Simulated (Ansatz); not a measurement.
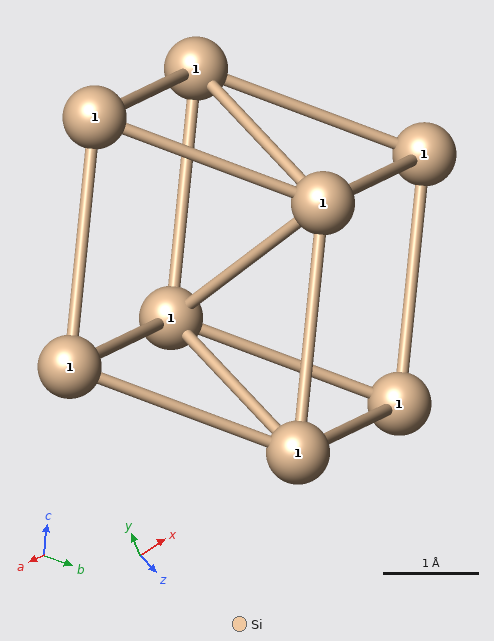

A scan of crystalline Si (I4/mmm): the cell is strained along x alone, with the atoms kept at their fractional coordinates. x, y and z are the Cartesian axes of the input. The picture shows the reference cell. Style: ball-and-stick. Shown: the cell of the calculation, slightly off an axis.

Level of theory: DFT PBE+D3(BJ), scalar-relativistic, plane waves, PAW (Ansatz 0.2.0). Set-up: plane-wave cutoff 420 eV; k-point mesh 30 × 30 × 30; occupations gaussian; smearing width 0.15 eV; no spin polarisation. Energies (free energies at the smearing named) are counted from the relaxed crystal.

The input:
```yaml
crystal:
  lattice:
    - [-1.6195617313, 1.6195617313, 1.3095711304]
    - [1.6195617313, -1.6195617313, 1.3095711304]
    - [1.6195617313, 1.6195617313, -1.3095711304]
  atoms:
    - { symbol: Si, position: [0.0, 0.0, 0.0] }
basis:
  ecutwfc: 420
kpoints:
  mp_grid: { grid: [30, 30, 30] }
hamiltonian:
  xc: pbe
  dispersion: d3bj
scf:
  occupations: { method: gaussian, width: 0.15 }
output:
  forces: true
  stress: true
  eigenvalues: true
```

Predict the energy profile (the strain: −0.0600, −0.0450, −0.0300, −0.0150, 0.0000, 0.0150, 0.0300, 0.0450, 0.0525, 0.0600).

Answer.
| strain | energy change (meV/atom) |
| --- | --- |
| −0.0600 | 28.8 |
| −0.0450 | 16.1 |
| −0.0300 | 7.0 |
| −0.0150 | 1.7 |
| 0.0000 | 0.0 |
| 0.0150 | 1.6 |
| 0.0300 | 5.9 |
| 0.0450 | 12.6 |
| 0.0525 | 16.8 |
| 0.0600 | 21.5 |

Of the computed points the lowest is at the strain 0.00, 0.0 meV/atom. The end points stand at 28.8 meV/atom (−0.06) and 21.5 meV/atom (0.06). The curvature at zero strain, (1/V) d²E/dε², is about 170 GPa; it is C₁₁ with clamped ions. The distortion takes the space group from I4/mmm to Immm. At the strain −0.06 the cell of the drawing goes a 2.638 → 2.580 Å, b 2.638 → 2.580 Å, c 2.638 → 2.580 Å, α 104.3° → 107.7°, β 104.3° → 102.2°, γ 120.5° → 119.0°.

As a plot:

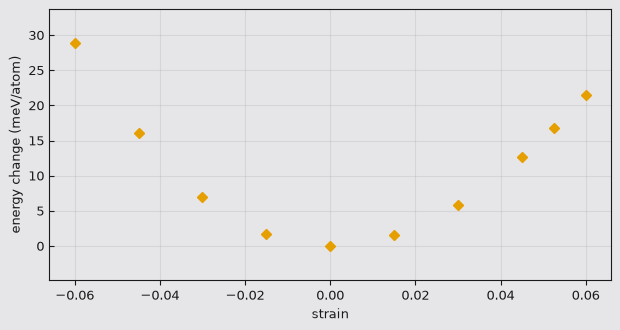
